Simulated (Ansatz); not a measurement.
The structure in question:

```yaml
crystal:
  lattice:
    - [5.00412, 0.00000, 0.00000]
    - [-2.50206, 4.33370, 0.00000]
    - [0.00000, 0.00000, 4.02634]
  atoms:
    - { symbol: Al, position: [0.66667, 0.33333, 0.25000] }
    - { symbol: Al, position: [0.33333, 0.66667, 0.75000] }
    - { symbol: Ni, position: [0.32870, 0.16435, 0.75000] }
    - { symbol: Ni, position: [0.83565, 0.16435, 0.75000] }
    - { symbol: Ni, position: [0.83565, 0.67130, 0.75000] }
    - { symbol: Ni, position: [0.67130, 0.83565, 0.25000] }
    - { symbol: Ni, position: [0.16435, 0.83565, 0.25000] }
    - { symbol: Ni, position: [0.16435, 0.32870, 0.25000] }
```

Interpret the file: composition, symmetry and coordination.

Answer. The solid is AlNi3. Space group P6_3/mmc (No. 194), lattice primitive hexagonal. It has 8 atoms to the cell (2 Al, 6 Ni). Each Al has twelve Ni in an anticuboctahedral arrangement at 2.49 to 2.50 Å. The Ni atoms are each bonded to eight Ni and four Al in an anticuboctahedral arrangement (2.47 to 2.54 Å to Ni, 2.49 to 2.50 Å to Al). The bonds build a three-dimensional framework.

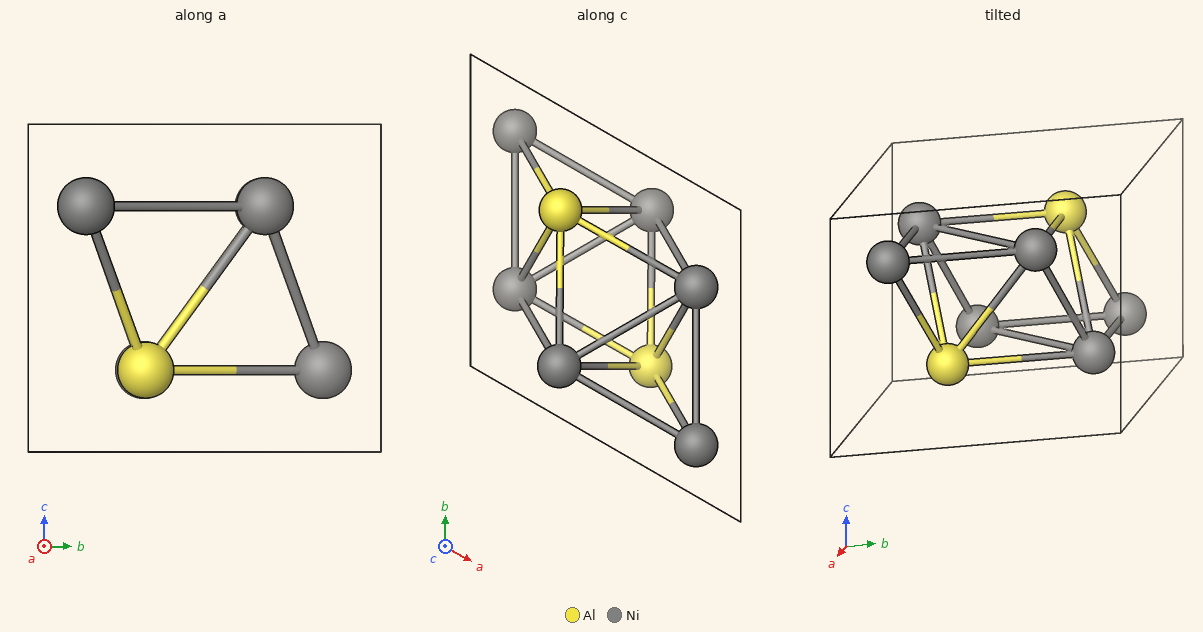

Drawn in the ball-and-stick manner and seen along the a axis, along the c axis and slightly off an axis. The parallelepiped is the conventional unit cell. Colours: aluminium yellow, nickel grey.

Origin of the cell: a structure listed in the Materials Project. Earlier steps of the study, as a rule a relaxation of our own, may have changed the cell and positions, so they can lie some per cent off the listed ones. Ansatz was used for an electronic-structure calculation on it.
